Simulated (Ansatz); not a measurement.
Geometry relaxation, with input and output: GaN (part 2 of 2)

GaN (slab, 8 atoms in the cell); DFT PBEsol, scalar-relativistic, plane waves, PAW, no spin polarisation (Ansatz 0.2.0); cutoff 420 eV, 8×8×1 k-mesh, Gaussian smearing of 0.05 eV. The structure derives from a Materials Project entry. The input holds or restrains some coordinates. Forces given for the steps count only the free coordinates. It belongs to a series of runs on one base structure; here: clean slab, lower half held.

Geometry of the input (Å; fractional positions):
```
3.1807  0.0000  0.0000
0.0000  3.1807  0.0000
0.0000  0.0000  24.8719
N  0.0000  0.5000  0.3418
Ga 0.5000  0.5000  0.3870
N  0.5000  0.0000  0.4322
Ga 0.0000  0.0000  0.4774
N  0.0000  0.5000  0.5226
Ga 0.5000  0.5000  0.5678
N  0.5000  0.0000  0.6130
Ga 0.0000  0.0000  0.6582
```

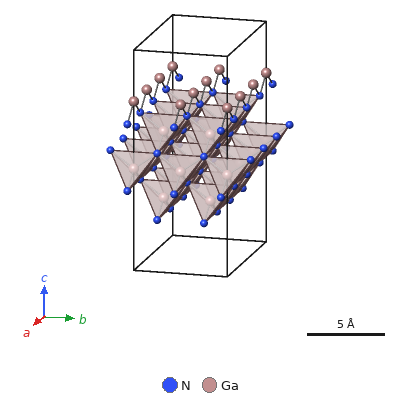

*The geometry at step 2 of the log (polyhedral view of the 3 × 2 repeat of the cell, with the vacuum cut short, seen slightly off an axis; polyhedra are completed across the faces of the cell).*

The program's output, continued:
```
SCF iter   1: F=—  HF=-16485.483028 eV  |F-HF|=—  |Δ(HF+E_count)|=         —  Δρ=1.35e-3  dr2=3.86e-2  ethr=2.77e-4  p=0.170 e·Å  D=1.22e-1 V/Å  ΔV_dip=-3.04 eV  dr2_dipole=1.76e-2  V_vac-E_F(+/−)=5.29/8.33 eV  ⟨swp⟩=3.0  Hψ=2083  notcnv=0  defer=72
efield: sawtooth ramp at fractional position 0.9800 (handed on by an earlier solve), width 0.0400; the density the first Hamiltonian is built on has a dipole p = 0.170 e·Å; the dipole correction subtracts the counter field D = 1.22e-1 V/Å, which shifts the + side's vacuum level by -3.04 eV against the − side's; the planar-averaged density in the ramp window peaks in size at 8.3e-6 e/Å³
preconditioner: auto → LDOS  [metal: Δε(μ)=0.024 eV  Ē_g=15.065 eV  σ=0.050 eV  W_gap=0.25  n_scr=44 (ndim 8)  ℏωp=19.9 eV  f_vac=0.564  D(μ)=7.29/eV (n_scr^D=54)  β→1.0]
SCF iter   2: F=—  HF=-16485.481940 eV  |F-HF|=—  |Δ(HF+E_count)|=   1.09e-3  Δρ=5.52e-4  dr2=3.84e-3  ethr=5.36e-5  p=0.169 e·Å  D=1.22e-1 V/Å  ΔV_dip=-3.03 eV  dr2_dipole=1.55e-3  V_vac-E_F(+/−)=5.29/8.32 eV  ⟨swp⟩=1.4  Hψ=1317  notcnv=0  defer=72
SCF iter   3: F=—  HF=-16485.481858 eV  |F-HF|=—  |Δ(HF+E_count)|=   8.23e-5  Δρ=1.58e-4  dr2=1.29e-4  ethr=5.34e-6  p=0.170 e·Å  D=1.22e-1 V/Å  ΔV_dip=-3.03 eV  dr2_dipole=3.42e-6  V_vac-E_F(+/−)=5.29/8.33 eV  ⟨swp⟩=2.0  Hψ=1293  notcnv=0  defer=72
SCF iter   4: F=—  HF=-16485.481851 eV  |F-HF|=—  |Δ(HF+E_count)|=   6.96e-6  Δρ=1.05e-4  dr2=1.06e-4  ethr=1.79e-7  p=0.170 e·Å  D=1.22e-1 V/Å  ΔV_dip=-3.03 eV  dr2_dipole=3.16e-5  V_vac-E_F(+/−)=5.29/8.32 eV  ⟨swp⟩=2.3  Hψ=1939  notcnv=0  defer=72
SCF iter   5: F=—  HF=-16485.481844 eV  |F-HF|=—  |Δ(HF+E_count)|=   6.41e-6  Δρ=5.23e-5  dr2=1.56e-5  ethr=1.47e-7  p=0.170 e·Å  D=1.22e-1 V/Å  ΔV_dip=-3.03 eV  dr2_dipole=9.48e-7  V_vac-E_F(+/−)=5.29/8.32 eV  ⟨swp⟩=2.0  Hψ=1772  notcnv=0  defer=72
SCF iter   6: F=-16485.481841 eV  HF=-16485.481840 eV  |F-HF|=1.74e-6  |Δ(HF+E_count)|=   4.43e-6  Δρ=1.74e-5  dr2=1.52e-6  ethr=6.15e-9  p=0.170 e·Å  D=1.22e-1 V/Å  ΔV_dip=-3.04 eV  dr2_dipole=1.05e-7  V_vac-E_F(+/−)=5.29/8.32 eV  ⟨swp⟩=21.1  Hψ=12950  notcnv=0
SCF 3 converged in 6 iterations: F = -16485.481841 eV  dr2 = 1.52e-6
relax step   3: F+E_penalty+E_count = -16485.48184144 eV  Δ(F+E_penalty+E_count) = -4.265e-3 eV  max|allowed force component| = 9.232e-3 eV/Å  Δτ_max = 0.0307 Å  (6 SCF iters, dr2 threshold 4.43e-6 eV, accepted)
iter 1 solved again at ethr=2.11e-9 eV; its pass at ethr=3.10e-3 eV (dr2=1.52e-6 eV) is discarded
SCF iter   1: F=—  HF=-16485.481835 eV  |F-HF|=—  |Δ(HF+E_count)|=         —  Δρ=1.74e-5  dr2=1.52e-6  ethr=2.11e-9  p=0.170 e·Å  D=1.22e-1 V/Å  ΔV_dip=-3.04 eV  dr2_dipole=1.03e-7  V_vac-E_F(+/−)=5.29/8.32 eV  ⟨swp⟩=1.0  Hψ=2800  notcnv=0
efield: sawtooth ramp at fractional position 0.9800 (handed on by an earlier solve), width 0.0400; the density the first Hamiltonian is built on has a dipole p = 0.170 e·Å; the dipole correction subtracts the counter field D = 1.22e-1 V/Å, which shifts the + side's vacuum level by -3.04 eV against the − side's; the planar-averaged density in the ramp window peaks in size at 8.2e-6 e/Å³
preconditioner: auto → LDOS  [metal: Δε(μ)=0.011 eV  Ē_g=15.069 eV  σ=0.050 eV  W_gap=0.12  n_scr=44 (ndim 8)  ℏωp=19.9 eV  f_vac=0.564  D(μ)=6.96/eV (n_scr^D=52)  β→1.0]
SCF iter   2: F=—  HF=-16485.481842 eV  |F-HF|=—  |Δ(HF+E_count)|=   7.30e-6  Δρ=1.09e-5  dr2=6.87e-7  ethr=2.11e-9  p=0.170 e·Å  D=1.22e-1 V/Å  ΔV_dip=-3.04 eV  dr2_dipole=7.57e-8  V_vac-E_F(+/−)=5.29/8.32 eV  ⟨swp⟩=2.0  Hψ=1847  notcnv=0
SCF iter   3: F=—  HF=-16485.481843 eV  |F-HF|=—  |Δ(HF+E_count)|=   1.02e-7  Δρ=8.70e-6  dr2=5.13e-7  ethr=9.54e-10  p=0.170 e·Å  D=1.22e-1 V/Å  ΔV_dip=-3.04 eV  dr2_dipole=1.16e-7  V_vac-E_F(+/−)=5.29/8.32 eV  ⟨swp⟩=2.0  Hψ=1875  notcnv=0
SCF iter   4: F=—  HF=-16485.481842 eV  |F-HF|=—  |Δ(HF+E_count)|=   1.09e-7  Δρ=3.23e-6  dr2=1.02e-7  ethr=7.12e-10  p=0.170 e·Å  D=1.22e-1 V/Å  ΔV_dip=-3.04 eV  dr2_dipole=4.99e-9  V_vac-E_F(+/−)=5.29/8.32 eV  ⟨swp⟩=2.1  Hψ=1848  notcnv=0
SCF iter   5: F=-16485.481843 eV  HF=-16485.481842 eV  |F-HF|=7.47e-8  |Δ(HF+E_count)|=   3.66e-8  Δρ=1.96e-6  dr2=4.33e-8  ethr=1.39e-10  p=0.170 e·Å  D=1.22e-1 V/Å  ΔV_dip=-3.04 eV  dr2_dipole=2.95e-9  V_vac-E_F(+/−)=5.29/8.32 eV  ⟨swp⟩=14.0  Hψ=8716  notcnv=0
SCF 4 converged in 5 iterations: F = -16485.481843 eV  dr2 = 4.33e-8
relax step   4: F+E_penalty+E_count = -16485.48184253 eV  Δ(F+E_penalty+E_count) = -1.092e-6 eV  max|allowed force component| = 9.650e-3 eV/Å  Δτ_max = 0.0000 Å  (5 SCF iters, accepted)
WARN: The output density's exchange-correlation potential varies sharply where the density is thin. Do not read a vacuum level from v_tot or v_xc, or from such a field of the output density. On a cell that repeats whose density bears no net charge and no dipole along the vacuum's axis use v_es (v_loc + v_h of the components); under efield.dipole_correction with no amplitude use v_es + v_field, which holds any external_charges[].barrier, or the levels of the report's work_function block, which leave it out; under a non-zero efield.amplitude the vacuum is tilted and has no level; on a cell that repeats and bears such a dipole with no correction it is tilted too, and efield.dipole_correction with no amplitude gives each side of its ramp a level where efield: is served; in a cell that repeats whose density bears a net charge (total_charge, or a fill off its count) it is curved and has none; of a slab under crystal.periodic whose density bears no net charge use v_es, which has a level on each side, short of where the two are joined; of another it falls or rises all the way out and has none; of a slab beside external_charges read slab_vacuum_level instead, which it has where they leave it neutral. The grid or the basis barely resolves most such structure, and the values can differ between equally converged runs; as a rule a tighter scf.convergence.dr2_threshold does not remove it. Where the density itself ripples (under the LDA too) a higher basis.ecutwfc lessens it. The files hold the spikes' plane waves up to the density's cutoff. Files: v_tot_of_output_density and the like, and their columns of v_z.tsv (output.write_potential); v_xc_of_output_density and the like, and their columns of v_comp_z.tsv (output.write_potential_components). Measured: with its Gaussian average of σ = 0.25 Å subtracted twice, the exchange-correlation potential is over 0.1 eV at 14 of the grid points where the equally averaged density (valence and model cores) is under 1e-3 e/Å³, and 0.181 eV at the most among them, at an averaged density of 1.7e-7 e/Å³. The input density's (outcome.potential() and, of a run that writes arrays, v_tot and v_xc) is over 0.1 eV, so measured, at 472 points of its own thin density, 0.204 eV at the most. See output.write_potential in the manual, Limitations
SCF converged after 5 iterations
Free energy (F): -16485.481843 eV
Harris-Foulkes:  -16485.481842 eV  (|F-HF|=7.47e-8)
Internal energy: -16485.473137 eV  (E = F + TS)
E sigma→0 (E₀):  -16485.477490 eV
Entropy (-TS):   -0.008705 eV (-1.088 meV/atom)
Fermi energy:    -0.650365 eV
Dipole field:    D = 0.121982 V/Å  (p = 0.169627 e·Å, saw-weighted, corrected)
Work function:   Φ+ = 5.2895 eV   Φ− = 8.3234 eV
Levels:          The Fermi level and band energies are counted from a zero that moves with the ramp; work functions are not
--- Per-component energies (eV) ---
  E_band       = -790.171786
  E_kinetic    = 974.024907
  E_local      = -85776.918705  (includes V_loc(G=0)·N_el)
  E_nonlocal   = 1898.765307
  E_hartree    = 42191.351925
  E_xc         = -505.787630
  E_vxc        = -528.410020  (∫ρ·V_xc dr)
  E_paw        = -8297.175031  (= ΣΔE_a)
  E_vpaw       = -1737.962517  (= ΣTr[D̂ρ^β])
  E_aug_tail   = 0.000217  (compensation charges beyond the density's cutoff)
  E_efield     = 0.010346  (sawtooth field / dipole correction)
  E_vefield    = -2.334262  (∫n·V_field dr)
  E_ewald      = 33026.691221
  E_core_change = 3.564307  (= ΣΔE_core)
  E_smearing   = -0.008705  (= −TS)
  E_closure    = -0.000000  (closes the sum)
  Σ components = -16485.481843   (vs F -16485.481843, Δ=0.00e0)
--- Forces (eV/Å), atoms counted from 1 ---
  atom   1  N      0.00000000     0.00000000     1.37768192
  atom   2  Ga     0.00000000     0.00000000    -1.83151815
  atom   3  N      0.00000000     0.00000000     0.79798294
  atom   4  Ga     0.00000000     0.00000000    -0.34730245
  atom   5  N      0.00000000     0.00000000     0.00309509
  atom   6  Ga     0.00000000     0.00000000     0.00734095
  atom   7  N      0.00000000     0.00000000     0.00233265
  atom   8  Ga     0.00000000     0.00000000    -0.00965008
  max |Σ_I F_I| component: 3.71e-5 eV/Å
--- Band table (eV; the first three rows and the last of 25) ---
  k-point 0: bands = ["-17.0663", "-16.5399", "-16.1789", "-15.0858", "-15.0370", "-15.0258", "-15.0086", "-14.9413", "-14.8411", "-14.8372", "-14.7961", "-14.6438", "-14.6304", "-14.5406", "-14.5278", "-14.5225", "-14.4517", "-14.3298", "-13.7905", "-13.7693", "-13.7235", "-13.5581", "-13.5504", "-12.2040", "-7.3508", "-5.6820", "-3.7560", "-3.7547", "-3.7186", "-2.8328", "-2.8004", "-1.9431", "-1.8379", "-1.8216", "-0.7175", "-0.6411", "0.1461", "1.4520", "2.2096", "2.8597", "4.3939", "4.9856", "5.4210", "5.7421"]
  k-point 1: bands = ["-16.9730", "-16.5061", "-16.1551", "-15.0664", "-15.0346", "-15.0288", "-14.9984", "-14.9485", "-14.8408", "-14.8330", "-14.7815", "-14.6398", "-14.6273", "-14.5424", "-14.5210", "-14.4642", "-14.4322", "-14.3382", "-13.7946", "-13.7219", "-13.6916", "-13.5596", "-13.4635", "-12.1590", "-7.2213", "-5.9259", "-4.4760", "-4.1178", "-3.6319", "-3.0774", "-2.7495", "-2.6748", "-1.9269", "-1.2784", "-0.7069", "-0.6521", "-0.1962", "1.9570", "2.5887", "3.2610", "4.6404", "5.1150", "5.7058", "5.8634"]
  k-point 2: bands = ["-16.7522", "-16.4421", "-16.0909", "-15.0545", "-15.0289", "-15.0237", "-14.9746", "-14.9657", "-14.8406", "-14.8195", "-14.7124", "-14.6612", "-14.5878", "-14.5185", "-14.4981", "-14.3995", "-14.3578", "-14.2776", "-13.7180", "-13.6771", "-13.6130", "-13.5815", "-13.1844", "-12.0986", "-7.0345", "-6.7311", "-5.7091", "-4.9272", "-3.9440", "-3.2925", "-2.7961", "-2.5387", "-1.9147", "-1.2168", "-0.8267", "-0.6897", "-0.5801", "2.6238", "2.9062", "3.8958", "4.1335", "5.2440", "5.5433", "6.4085"]
  k-point 24: bands = ["-16.3419", "-16.2506", "-15.8389", "-15.0867", "-15.0409", "-15.0308", "-14.8673", "-14.8513", "-14.7945", "-14.7142", "-14.6652", "-14.5927", "-14.4989", "-14.4431", "-14.3870", "-14.3507", "-14.0604", "-13.7278", "-13.6148", "-13.5546", "-12.8429", "-12.6606", "-12.1359", "-11.4684", "-7.4740", "-7.1752", "-6.4106", "-6.4057", "-4.7520", "-4.7203", "-4.6540", "-4.4438", "-4.0266", "-3.2483", "-1.3625", "-1.3215", "-0.3779", "0.6662", "2.7930", "3.6536", "5.2620", "5.5687", "5.9372", "6.1746"]
--- Relaxed structure (4 steps of the walk, 4 accepted, 0 SCFs on fresh bases) ---
  F+E_penalty+E_count = -16485.48184253 eV   max|allowed force component| = 9.650e-3 eV/Å
  atoms:
    - { symbol: N, position: [0.0, 0.5, 0.34175109499999995] }
    - { symbol: Ga, position: [0.5, 0.5, 0.38696506779999995] }
    - { symbol: N, position: [0.5, 0.0, 0.43217904069999996] }
    - { symbol: Ga, position: [0.0, 0.0, 0.4773930136] }
    - { symbol: N, position: [0.0, 0.5, 0.5234878642739677] }
    - { symbol: Ga, position: [0.5, 0.5, 0.5679422849815402] }
    - { symbol: N, position: [0.5, 0.0, 0.6140613133408995] }
    - { symbol: Ga, position: [0.0, 0.0, 0.6614544959221816] }
```

Trajectory as extended XYZ (Å, eV, eV/Å), 4 frames, from step=1 to step=4:
```
8
Lattice="3.1807 0.0000 0.0000 0.0000 3.1807 0.0000 0.0000 0.0000 24.8719" Properties=species:S:1:pos:R:3:forces:R:3 step=1 energy=-16485.45574
N     0.0000    1.5904    8.5000    0.0000   0.0000   1.3705
Ga    1.5904    1.5904    9.6246    0.0000   0.0000  -1.8205
N     1.5904    0.0000   10.7491    0.0000   0.0000   0.7787
Ga    0.0000    0.0000   11.8737    0.0000   0.0000  -0.5703
N     0.0000    1.5904   12.9982    0.0000   0.0000   0.4323
Ga    1.5904    1.5904   14.1228    0.0000   0.0000  -0.5357
N     1.5904    0.0000   15.2473    0.0000   0.0000  -0.3203
Ga    0.0000    0.0000   16.3719    0.0000   0.0000   0.6650
8
Lattice="3.1807 0.0000 0.0000 0.0000 3.1807 0.0000 0.0000 0.0000 24.8719" Properties=species:S:1:pos:R:3:forces:R:3 step=2 energy=-16485.47758
N     0.0000    1.5904    8.5000    0.0000   0.0000   1.3764
Ga    1.5904    1.5904    9.6246    0.0000   0.0000  -1.8283
N     1.5904    0.0000   10.7491    0.0000   0.0000   0.7895
Ga    0.0000    0.0000   11.8737    0.0000   0.0000  -0.4542
N     0.0000    1.5904   13.0096    0.0000   0.0000   0.2107
Ga    1.5904    1.5904   14.1243    0.0000   0.0000  -0.2025
N     1.5904    0.0000   15.2645    0.0000   0.0000  -0.1584
Ga    0.0000    0.0000   16.4209    0.0000   0.0000   0.2663
8
Lattice="3.1807 0.0000 0.0000 0.0000 3.1807 0.0000 0.0000 0.0000 24.8719" Properties=species:S:1:pos:R:3:forces:R:3 step=3 energy=-16485.48184
N     0.0000    1.5904    8.5000    0.0000   0.0000   1.3776
Ga    1.5904    1.5904    9.6246    0.0000   0.0000  -1.8315
N     1.5904    0.0000   10.7491    0.0000   0.0000   0.7981
Ga    0.0000    0.0000   11.8737    0.0000   0.0000  -0.3476
N     0.0000    1.5904   13.0201    0.0000   0.0000   0.0037
Ga    1.5904    1.5904   14.1258    0.0000   0.0000   0.0073
N     1.5904    0.0000   15.2729    0.0000   0.0000   0.0021
Ga    0.0000    0.0000   16.4516    0.0000   0.0000  -0.0092
8
Lattice="3.1807 0.0000 0.0000 0.0000 3.1807 0.0000 0.0000 0.0000 24.8719" Properties=species:S:1:pos:R:3:forces:R:3 step=4 energy=-16485.48184
N     0.0000    1.5904    8.5000    0.0000   0.0000   1.3777
Ga    1.5904    1.5904    9.6246    0.0000   0.0000  -1.8315
N     1.5904    0.0000   10.7491    0.0000   0.0000   0.7980
Ga    0.0000    0.0000   11.8737    0.0000   0.0000  -0.3473
N     0.0000    1.5904   13.0201    0.0000   0.0000   0.0031
Ga    1.5904    1.5904   14.1258    0.0000   0.0000   0.0073
N     1.5904    0.0000   15.2729    0.0000   0.0000   0.0023
Ga    0.0000    0.0000   16.4516    0.0000   0.0000  -0.0097
```

Results in brief:

| quantity | value |
| --- | --- |
| outcome | converged under the restraints of the input |
| electrons treated | 72 |
| free energy | −16485.4818 eV |
| work function, top face | 5.29 eV |
| work function, bottom face | 8.32 eV |
| Fermi energy | −0.650 eV |
| gap on the k-point mesh | none (metallic) |
| final volume | 251.63 Å³ |
| work function (upper face) | 5.29 eV |
| largest force (length of the vector) at the end, held atoms and coordinates included | 1.832 eV/Å |
| hardware | 2 threads of Intel Xeon @ 2.50GHz (Skylake/Cascade Lake), 189 GiB of memory available, shared host |
| wall time | 1.9 min (CPU time 3.6 min) |
| peak memory | 0.62 GiB |

The program warns: the exchange-correlation potential is rough where the density is thin.
